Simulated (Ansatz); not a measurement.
The coordinates of a crystal:

```yaml
crystal:
  lattice:
    - [3.24467, 0.00000, 0.00000]
    - [-1.62233, 2.80997, 0.00000]
    - [0.00000, 0.00000, 15.89557]
  atoms:
    - { symbol: Al, position: [0.00000, 0.00000, 0.00000] }
    - { symbol: Cu, position: [0.66667, 0.33333, 0.83333] }
    - { symbol: Cu, position: [0.33333, 0.66667, 0.91667] }
    - { symbol: Cu, position: [0.00000, 0.00000, 0.75000] }
    - { symbol: Al, position: [0.66667, 0.33333, 0.33333] }
    - { symbol: Cu, position: [0.33333, 0.66667, 0.16667] }
    - { symbol: Cu, position: [0.00000, 0.00000, 0.25000] }
    - { symbol: Cu, position: [0.66667, 0.33333, 0.08333] }
    - { symbol: Al, position: [0.33333, 0.66667, 0.66667] }
    - { symbol: Cu, position: [0.00000, 0.00000, 0.50000] }
    - { symbol: Cu, position: [0.66667, 0.33333, 0.58333] }
    - { symbol: Cu, position: [0.33333, 0.66667, 0.41667] }
```

Work out the structure from the coordinates.

The material is AlCu₃. It is rhombohedral (trigonal R), space group R-3m (No. 166). Content of the cell: 3 Al, 9 Cu (Z = 3). About every Al there are six Cu in an octahedral arrangement at 2.29 Å. Cu takes two kinds of site: 3b with six Cu in an octahedral arrangement at 2.29 Å; 6c with three Al and three Cu in an octahedral arrangement (2.29 Å to Al, 2.29 Å to Cu). The bonds build a three-dimensional framework.

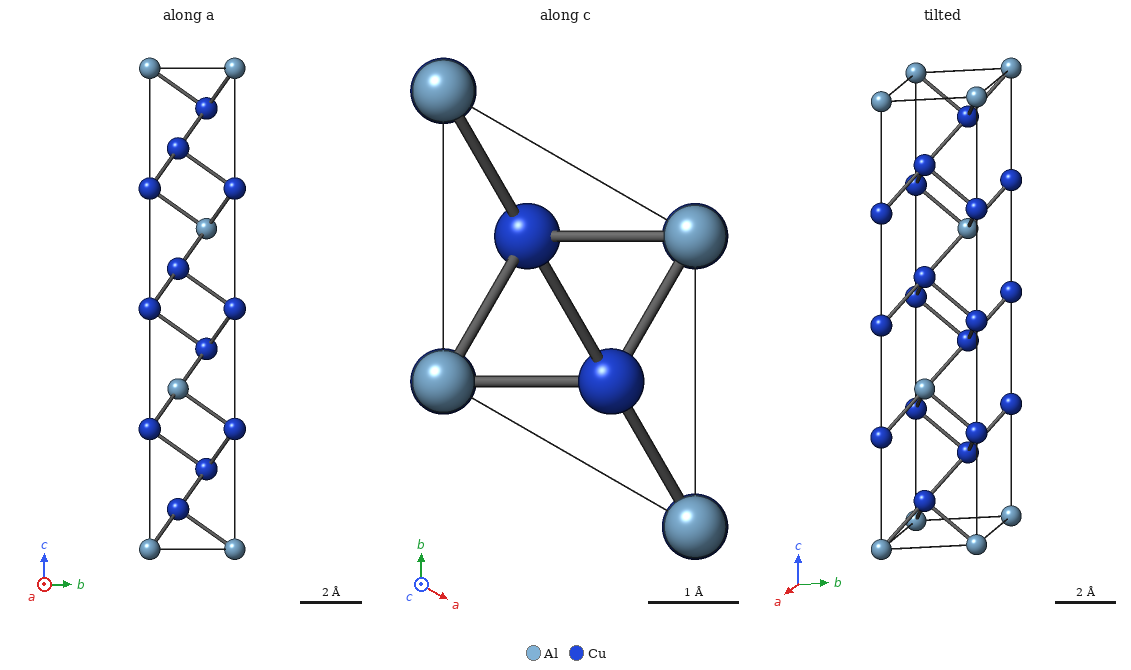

We look at a ball-and-stick model of the crystal along the a axis, along the c axis and slightly off an axis. The parallelepiped is the conventional unit cell.

Provenance: a structure listed in the Materials Project. The cell was then strained or its atoms displaced on purpose. It went into a calculation with Ansatz.

At this level of theory the cell isn't at rest (compressed, at 25 GPa), so its distances can differ from those at equilibrium, the more so the softer the solid.
